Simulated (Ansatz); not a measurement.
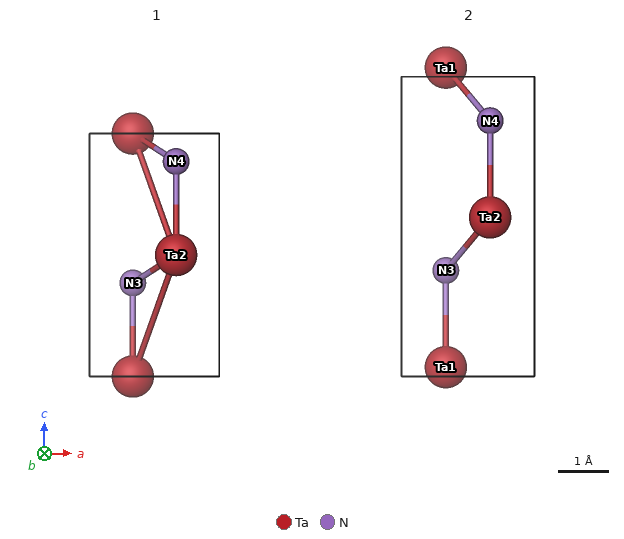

Two geometries of solid TaN (set up in P6_3mc) (coarse preliminary run), drawn at one scale. One is the start of a relaxation, the other its converged end. A ball-and-stick model of the cell of the calculation, seen along the b axis.

Method: DFT PBE+D3(BJ), scalar-relativistic, plane waves, PAW in Ansatz 0.2.0. (plane-wave cutoff 420 eV; k-point mesh 6 × 6 × 4; occupations gaussian; smearing width 0.1 eV; no spin polarisation; cell and atoms relaxed; force threshold 0.05 eV/Å; at most 80 steps)

**Which geometry has the lower energy?**

Structure 2 is the relaxed one. The largest moves relative to the cell, 0.19 Å, are those of Ta1, Ta2, N3 and N4. Ta1 goes along +c. Largest moves by element: Ta 0.19 Å, N 0.19 Å. The drawn cell changes as follows: a = b 3.050 → 3.122 Å (+2.4 %), c 4.940 → 6.092 Å (+23.3 %); the volume changes by +29.2 %. Near-neighbour distances that change, for instance: Ta1–Ta2 3.033 → 3.539 Å, Ta1–N4 1.850 → 2.101 Å, Ta1–Ta1 3.050 → 3.122 Å, Ta1–N3 1.902 → 1.967 Å. Bond angles that change, for instance: Ta2–N3–Ta2 111.0° → 96.0°, Ta1–N3–Ta2 107.9° → 120.9°. The space group stays P6_3mc (No. 186). The energy falls by 1281 meV per atom in 10 accepted moves (12 points after the start). The largest force component goes from 2.2 to 0.00029 eV/Å. The pressure goes from 129.26 to 0.10 GPa. At 2 points the geometry stayed and the basis and grid were re-selected for the new cell (energy shift of 45.5 meV per atom at most each time). The run took 5.1 s on 4 threads of Intel(R) Xeon(R) 6975P-C (Granite Rapids), with other jobs on the host, peak memory 0.43 GiB.
